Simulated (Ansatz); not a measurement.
Input file:

```
crystal:
  lattice:
    - [3.2891025716, 0.0, 0.0]
    - [-1.6445512858, 2.8484463827, 0.0]
    - [0.0, 0.0, 24.3993935142]
  atoms:
    - { symbol: Hf, position: [0.3333333333, 0.6666666667, 0.3073846895] }
    - { symbol: C, position: [0.6666666667, 0.3333333333, 0.3624176354] }
    - { symbol: Hf, position: [0.0, 0.0, 0.4174505812] }
    - { symbol: C, position: [0.3333333333, 0.6666666667, 0.4724835271] }
    - { symbol: Hf, position: [0.6666666667, 0.3333333333, 0.5275164729] }
    - { symbol: C, position: [0.0, 0.0, 0.5825494188] }
    - { symbol: Hf, position: [0.3333333333, 0.6666666667, 0.6375823646] }
    - { symbol: C, position: [0.6666666667, 0.3333333333, 0.6926153105] }
basis:
  ecutwfc: 420
kpoints:
  mp_grid: { grid: [12, 12, 1] }
hamiltonian:
  xc: pbe
scf:
  occupations: { method: gaussian, width: 0.1 }
output:
  forces: true
  eigenvalues: true
  write_density: true
  write_potential: true
  elf: true
  volumetric_format: npy
relax:
  adjacent_minimum: "off"
  f_tol: 0.02
  max_steps: 60
efield:
  axis: 3
  dipole_correction: true
  ramp_width: 0.04
```

Run with:

```sh
ansatz run input.yaml --threads 2 --pin off --max-ram 5632MiB --backend cpu --events-out ev --progress --plain --runs-dir out
```

The fields are those of the relaxed geometry.

Built by placing these elements on a known structure type.

Level of theory: DFT PBE, scalar-relativistic, plane waves, PAW in Ansatz.

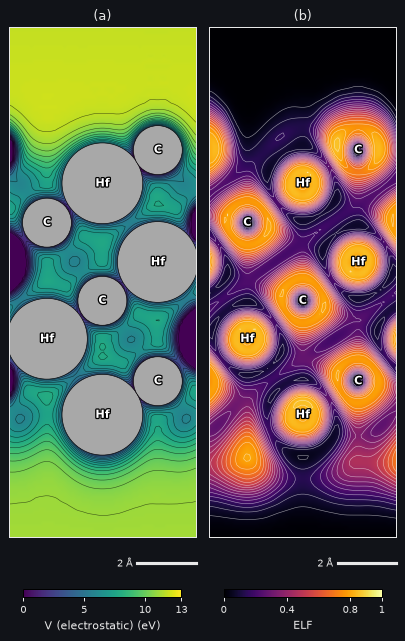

HfC (slab). (a) electrostatic potential energy of an electron; (b) ELF on the (110) plane of the calculation cell, a cut from vacuum to vacuum. Grey discs cover the atomic cores in the potential map.

In a PAW calculation such maps are meaningful between the atoms, not at the nuclei.

**Read the bonding off the picture.**

The plane passes through Hf and C nuclei. Hf–C (2.21 Å): the ELF peaks at about 0.80 in the valence shell of C, 0.7 Å from its nucleus, and is about 0.25 at the midpoint; no localised pair shows between them. Hf–C (2.30 Å): the ELF peaks at about 0.80 in the valence shell of C, 0.7 Å from its nucleus, and is about 0.20 at the midpoint (no shared electron pair shows on this line). The features right at Hf lie inside the PAW spheres, where the map follows smoothed inner orbitals and isn't to be read closely.

**Does the calculation make it a metal, or give it a gap?**

It is metallic or semimetallic at this level of theory: no gap opens.
